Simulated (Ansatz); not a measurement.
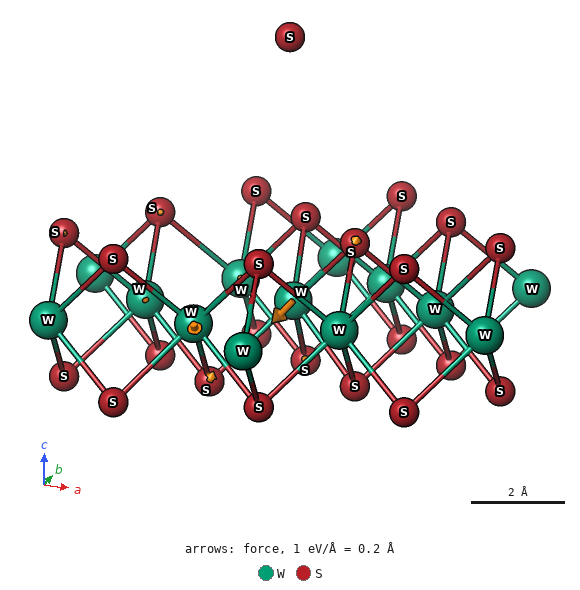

Starting geometry of a defect cell of composition W24S47 with the computed forces as orange arrows. The picture is a ball-and-stick view of the atoms within 5.8 Å of the atom that moves most (axes of the cell of the calculation (origin shifted)), seen slightly off an axis.

Case: S vacancy (site f), charge +0, atoms relaxed at the host's cell.

The calculation used DFT PBE, scalar-relativistic, plane waves, PAW in Ansatz 0.2.0. (plane-wave cutoff 420 eV; k-point mesh 2 × 2 × 2; occupations gaussian; smearing width 0.01 eV; no spin polarisation; atoms relaxed in a fixed cell; force threshold 0.025 eV/Å; at most 45 steps)

Question: Is this structure relaxed? If not, where do the atoms go?

Answer: It isn't relaxed: the largest force vector, on a W atom, is 3.84 eV/Å. The final displacements follow the starting forces only in part (cosine between the two patterns 0.42). The atom that moves furthest is a W atom (0.17 Å along [−2 −1 −1]). Largest moves by element: W 0.17 Å, S 0.09 Å. The cell doesn't change. Among the contacts that change: W–W 3.253 → 3.062 Å, W–W 3.224 → 3.062 Å, W–W 3.110 → 3.243 Å, S–W 2.291 → 2.418 Å. Bond angles that change, for instance: S–W–S 85.7° → 79.7°, S–W–S 131.3° → 137.0°, S–W–S 84.2° → 79.7°. Over 3 accepted moves (4 points after the start) the energy falls by 0.568 eV per cell of the calculation. The largest force component goes from 2.8 to 0.016 eV/Å. 1 step only repeated the SCF at the same geometry.
